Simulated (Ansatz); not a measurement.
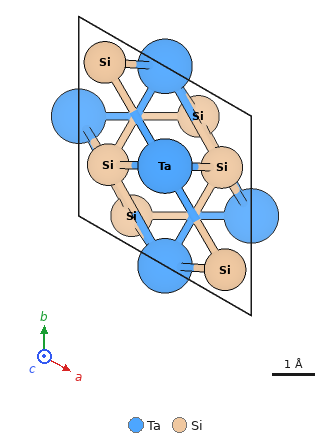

*The structure (ball-and-stick view of the cell of the calculation, along the c axis). An atom can appear more than once, as a periodic image.*

## Single-point calculation, with input and output: TaSi2

TaSi2 (9 atoms in the cell), computed with DFT PBEsol, scalar-relativistic, plane waves, PAW, no spin polarisation (Ansatz 0.2.0).

The structure derives from an entry of the Crystallography Open Database. It belongs to a series of runs on one base structure; here: mode 16 (300.4 1/cm) frozen in, largest displacement +0.100 A. Figures and captions count atoms from 1; the log counts them from 0 in places.

The input
```yaml
crystal:
  lattice:
    - [4.7608595319, 0.0, 0.0]
    - [-2.3804297659, 4.1230252985, 0.0]
    - [0.0, 0.0, 6.5557841497]
  atoms:
    - { symbol: Ta, position: [0.5, 0.0, 0.5] }
    - { symbol: Ta, position: [0.5, 0.5, 0.8315678653] }
    - { symbol: Ta, position: [0.0, 0.5, 0.1684321347] }
    - { symbol: Si, position: [0.1713945605, 0.342789121, 0.5] }
    - { symbol: Si, position: [0.8477714451, 0.1541795135, 0.8300221602] }
    - { symbol: Si, position: [0.6935919315, 0.8458204865, 0.1699778398] }
    - { symbol: Si, position: [0.8286054395, 0.657210879, 0.5] }
    - { symbol: Si, position: [0.1522285549, 0.8458204865, 0.8300221602] }
    - { symbol: Si, position: [0.3064080685, 0.1541795135, 0.1699778398] }
basis:
  ecutwfc: 420
kpoints:
  mp_grid: { grid: [12, 12, 6] }
hamiltonian:
  xc: pbesol
scf:
  occupations: { method: gaussian, width: 0.15 }
output:
  forces: true
  stress: true
  eigenvalues: true
  write_density: true
  write_potential: true
  elf: true
  volumetric_format: npy
```

Machine: 2 threads of Intel Xeon (Granite Rapids), 192 GiB of memory available, shared host.

Launched with:
```bash
ansatz run input.yaml --threads 2 --pin off --max-ram 5120MiB --backend cpu --events-out ev --progress --plain --runs-dir out
```

Log
```
Engine: ansatz 0.2.0, x86_64-unknown-linux-gnu
Pseudopotentials: kind: paw
Pseudopotential: Ta, paw, valence charge 13, recommended cutoff 420 eV (normal), Ta.paw.azcp
Pseudopotential: Si, paw, valence charge 4, recommended cutoff 420 eV (normal), Si.paw.azcp
Functional definition: PBEsol
  exchange = pbesol_x
  correlation = pbesol_c
Crystal: 9 atoms, lattice volume = 128.684 Å³
Basis set: ecut = 420 eV, 2523 PW (Γ), exchange–correlation on 64×64×90 points (8 copies of the dense FFT grid, shifted against one another)
Bands: 41, of which v1, the nominal top of the filled ones, is band 32 counted from 1 (31 counted from 0)
Symmetry: 4 space group operations
Space group: C222 (ITA 21), of the structure as read, at distance tolerance 5.0e-5 Å
k-points: 172 of 864 (time reversal used)
Non-local potential: Ta, projectors of the file, l = 0: 3, l = 1: 2, l = 2: 2, l = 3: 1
Non-local potential: Si, projectors of the file, l = 0: 2, l = 1: 2, l = 2: 2
PAW form: soft (Blöchl's): semilocal exchange-correlation on the pseudo side does not see the compensation charge
PAW frozen core: Ta, regenerated for the run's functional, and the local potential with it (the file was generated under x = pbe(κ = 0.804, μ = 0.2195149727645171), c = pbe(β = 0.06672455060314922))
PAW frozen core: Si, regenerated for the run's functional, and the local potential with it (the file was generated under x = pbe(κ = 0.804, μ = 0.2195149727645171), c = pbe(β = 0.06672455060314922))
PAW one-centre angular grid: Ta, 590 points (default); XC on 64 Gauss nodes
PAW one-centre angular grid: Si, 110 points (default); XC on 64 Gauss nodes
Initial density: superposition of atomic densities (neutral atoms: chi_scale 0, normalization atom), corrected by the library's trained network
Initial wavefunctions: pseudopotential atomic-orbital guess
Functional: x = pbesol(κ = 0.804, μ = 0.12345679012345678), c = pbesol(β = 0.046)
SCF iter   1: F=—  HF=-33153.571486 eV  |F-HF|=—  |Δ(HF+E_count)|=         —  Δρ=5.28e-3  dr2=4.67e-2  ethr=1.77e-3  ⟨swp⟩=6.8  Hψ=32719  notcnv=0
preconditioner: auto → Kerker (q_TF=auto, 2.422 Å⁻¹)  [metal: Δε(μ)=0.003 eV  Ē_g=7.396 eV  σ=0.150 eV  W_gap=0.01  n_scr=22 (ndim 8)  ℏωp=20.4 eV  f_vac=0.000  D(μ)=3.54/eV (n_scr^D=22)]
SCF iter   2: F=—  HF=-33153.564404 eV  |F-HF|=—  |Δ(HF+E_count)|=   7.08e-3  Δρ=2.62e-3  dr2=7.01e-3  ethr=7.41e-5  ⟨swp⟩=2.0  Hψ=9250  notcnv=0
SCF iter   3: F=—  HF=-33153.563710 eV  |F-HF|=—  |Δ(HF+E_count)|=   6.93e-4  Δρ=6.95e-4  dr2=4.35e-4  ethr=1.11e-5  ⟨swp⟩=2.1  Hψ=8389  notcnv=0
SCF iter   4: F=—  HF=-33153.563679 eV  |F-HF|=—  |Δ(HF+E_count)|=   3.14e-5  Δρ=8.99e-5  dr2=1.23e-5  ethr=6.91e-7  ⟨swp⟩=2.0  Hψ=9251  notcnv=0
SCF iter   5: F=—  HF=-33153.563633 eV  |F-HF|=—  |Δ(HF+E_count)|=   4.63e-5  Δρ=2.66e-5  dr2=1.97e-6  ethr=1.95e-8  ⟨swp⟩=2.0  Hψ=9931  notcnv=0
SCF iter   6: F=-33153.563632 eV  HF=-33153.563632 eV  |F-HF|=3.66e-8  |Δ(HF+E_count)|=   3.25e-7  Δρ=5.79e-6  dr2=5.80e-8  ethr=1.59e-10  ⟨swp⟩=13.2  Hψ=52749  notcnv=0
SCF 1 converged in 6 iterations: F = -33153.563632 eV  dr2 = 5.80e-8
  greatest PAW one-centre occupation: 1.000 electrons in one spin orbital (limit 2), on the Ta atom at site 0 (counted from 0), in its partial waves of l = 0
SCF converged after 6 iterations
Free energy (F): -33153.563632 eV
Harris-Foulkes:  -33153.563632 eV  (|F-HF|=3.66e-8)
Internal energy: -33153.523597 eV  (E = F + TS)
E sigma→0 (E₀):  -33153.543615 eV
Entropy (-TS):   -0.040035 eV (-4.448 meV/atom)
Fermi energy:    15.287456 eV
--- Per-component energies (eV) ---
  E_band       = -249.393440
  E_kinetic    = 1365.868268
  E_local      = -2330.858434  (includes V_loc(G=0)·N_el)
  E_nonlocal   = 205.744991
  E_hartree    = 891.943559
  E_xc         = -992.941328
  E_vxc        = -910.628583  (∫ρ·V_xc dr)
  E_paw        = -27812.749339  (= ΣΔE_a)
  E_vpaw       = -363.397658  (= ΣTr[D̂ρ^β])
  E_aug_tail   = 0.000452  (compensation charges beyond the density's cutoff)
  E_ewald      = -4481.362070
  E_core_change = 0.830303  (= ΣΔE_core)
  E_smearing   = -0.040035  (= −TS)
  E_closure    = 0.000000  (closes the sum)
  Σ components = -33153.563632   (vs F -33153.563632, Δ=0.00e0)
--- Forces (eV/Å), atoms counted from 1 ---
  atom   1  Ta     0.00000000     0.00000000    -0.00000000
  atom   2  Ta     0.00000000     0.00000000     0.67643883
  atom   3  Ta     0.00000000    -0.00000000    -0.67643883
  atom   4  Si    -0.00000000    -0.82159110    -0.00000000
  atom   5  Si    -0.47343295     0.22497921     0.17872788
  atom   6  Si    -0.47343295    -0.22497921    -0.17872788
  atom   7  Si     0.00000000     0.82159110     0.00000000
  atom   8  Si     0.47343295    -0.22497921     0.17872788
  atom   9  Si     0.47343295     0.22497921    -0.17872788
  max |Σ_I F_I| component: 1.11e-16 eV/Å
--- Stress (GPa, compression-positive) ---
        1.486019      -0.000000       0.000000
       -0.000000       0.128092      -0.000000
        0.000000       0.000000       0.178437
  P = ⅓ Tr σ = 0.5975 GPa (5.975 kbar)
--- Band table (eV; the first three rows and the last of 172) ---
  k-point 0: bands = ["-52.2890", "-52.2781", "-52.2037", "-19.0059", "-18.9748", "-18.9639", "-18.9323", "-18.8987", "-18.8259", "-18.7953", "-18.7781", "-18.7655", "1.8195", "5.1164", "5.1670", "8.6929", "9.2280", "9.2936", "9.4667", "9.5230", "10.4908", "11.3247", "11.4363", "11.7728", "12.4591", "12.6519", "12.6986", "13.0038", "13.0125", "13.0361", "13.0406", "13.8980", "15.9859", "18.2304", "18.3095", "18.7773", "18.8139", "18.8566", "19.1727", "19.2679", "19.2805"]
  k-point 1: bands = ["-52.2888", "-52.2784", "-52.2037", "-19.0179", "-18.9703", "-18.9458", "-18.9329", "-18.9008", "-18.8339", "-18.8015", "-18.7739", "-18.7634", "1.9292", "4.2695", "6.0053", "8.7852", "9.0947", "9.2160", "9.7128", "9.7973", "10.4690", "10.5129", "11.1044", "11.4972", "12.5273", "12.7880", "12.9469", "12.9834", "13.0614", "13.1209", "13.6590", "13.8654", "16.3583", "17.6235", "18.2906", "18.6474", "18.8465", "18.9223", "19.1767", "19.2614", "19.3923"]
  k-point 2: bands = ["-52.2884", "-52.2788", "-52.2037", "-19.0320", "-18.9591", "-18.9336", "-18.9164", "-18.9094", "-18.8448", "-18.8170", "-18.7723", "-18.7561", "2.2524", "3.4604", "6.7783", "8.9201", "9.0525", "9.1909", "9.5933", "10.0056", "10.4035", "10.4050", "10.5983", "10.9148", "12.4761", "12.7428", "12.8638", "12.9659", "13.1936", "13.2426", "13.8142", "15.0309", "16.9153", "17.7653", "17.9070", "18.3805", "18.7215", "18.8023", "19.0546", "19.2998", "19.3485"]
  k-point 171: bands = ["-52.2835", "-52.2831", "-52.2040", "-19.0380", "-19.0088", "-18.9674", "-18.8982", "-18.8819", "-18.8513", "-18.7903", "-18.7711", "-18.7589", "4.2178", "4.2750", "5.7759", "6.3636", "6.7992", "7.7771", "9.3747", "9.9607", "10.9927", "11.4279", "12.3078", "12.3376", "12.5815", "12.6120", "12.7923", "12.9611", "13.9262", "14.4855", "14.5943", "15.4002", "16.4532", "16.8043", "17.1568", "17.4880", "17.5995", "17.8554", "18.6211", "18.7478", "19.2227"]
```

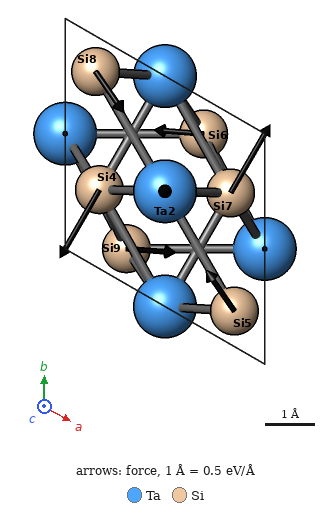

*Forces on the atoms as black arrows (ball-and-stick view of the cell of the calculation, along the c axis; atoms are numbered from 1 in the order of the input).*

The largest act on Si4, Si7 (0.82 eV/Å); Ta2, Ta3 (0.68 eV/Å); Si5, Si6, Si8, Si9 (0.55 eV/Å). The geometry is not a stationary point of this energy.

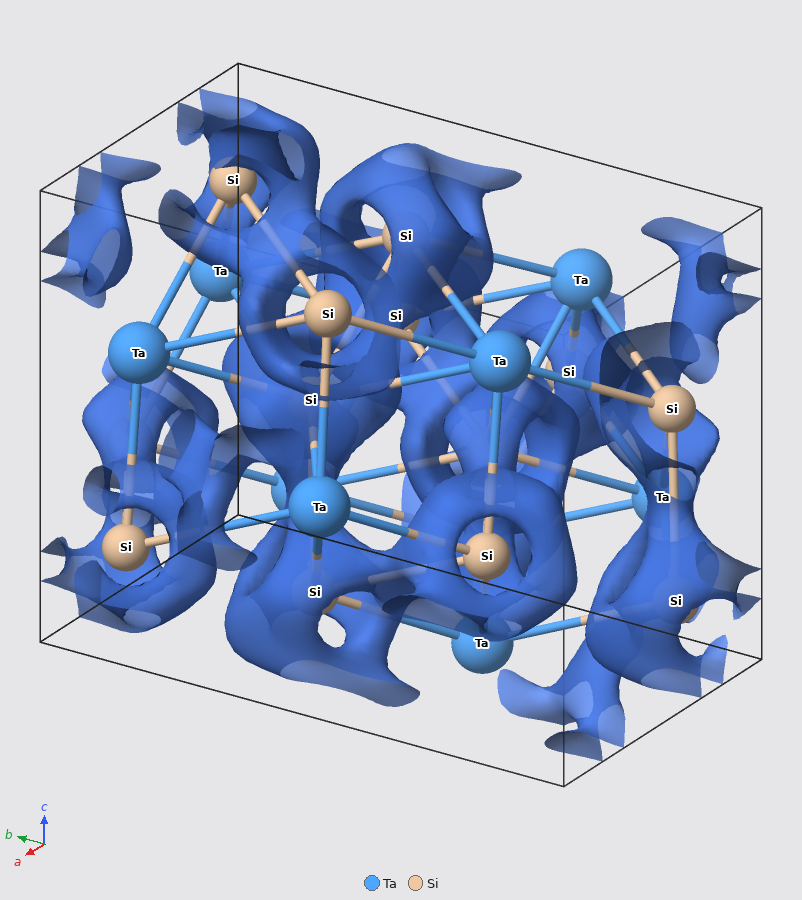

*Isosurface of the electron localisation function at 0.65 (blue), seen at an oblique angle. Only the valence region is drawn (cores and ρ < 0.01 e/Å³ removed). Sticks mark near contacts. The outline is the cell set on symmetry axes.*

The ELF exceeds this value in channels that run through the cell in one direction, counted in one cell of 18 atoms. Along the contacts the grid gives the following. Si–Si (2.53 Å): the ELF peaks at about 0.70 between the atoms. Ta–Si (2.56 Å): the ELF is about 0.40 at the midpoint. Core electrons are frozen (PAW), so the fields are smoothed inside the atomic spheres.

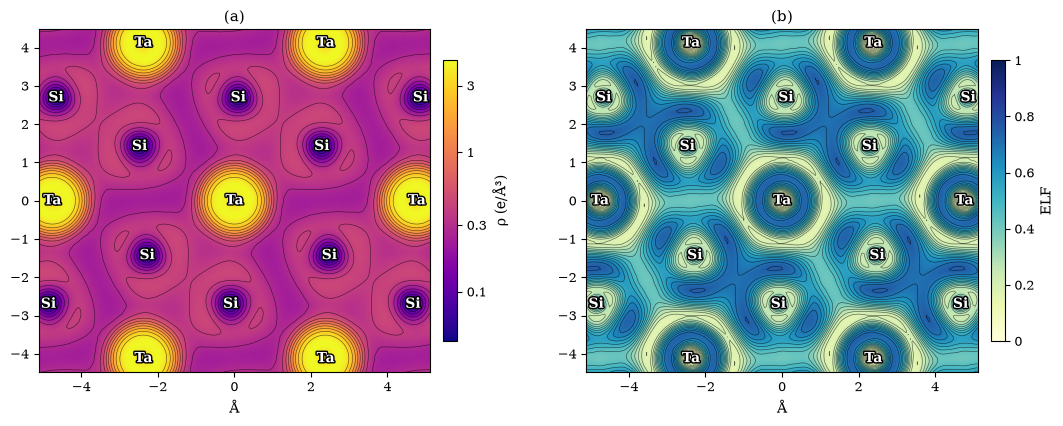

*(a) valence charge density (pseudo); (b) electron localisation function on the (001) plane of the conventional cell.*

Si–Si (2.53 Å): ρ is about 0.38 e/Å³ halfway, a local maximum along the line; the ELF peaks at about 0.70 between the atoms. Ta–Si (2.69 Å): ρ at the midpoint is about 0.36 e/Å³; the ELF is about 0.40 at the midpoint. Ta–Si (2.86 Å): the density is about 0.27 e/Å³ at the midpoint; the ELF is about 0.40 at the midpoint. Away from the nuclei the density in this plane falls to 0.23 e/Å³ at its lowest. The strong features right at Ta lie inside the PAW spheres (semicore, d or f shells) and say nothing about bonding.

Summary

- outcome: converged
- space group (tolerance 0.01 Å): C222 (21)
- electrons treated: 63
- free energy: −33153.5636 eV
- Fermi energy: 15.287 eV
- gap on the k-point mesh: none (metallic)
- pressure: 0.60 GPa
- largest force (length of the vector): 0.822 eV/Å
- wall time: 23 s (CPU time 46 s)
- peak memory: 0.88 GiB

Spin–orbit coupling is left out, which matters for Ta.
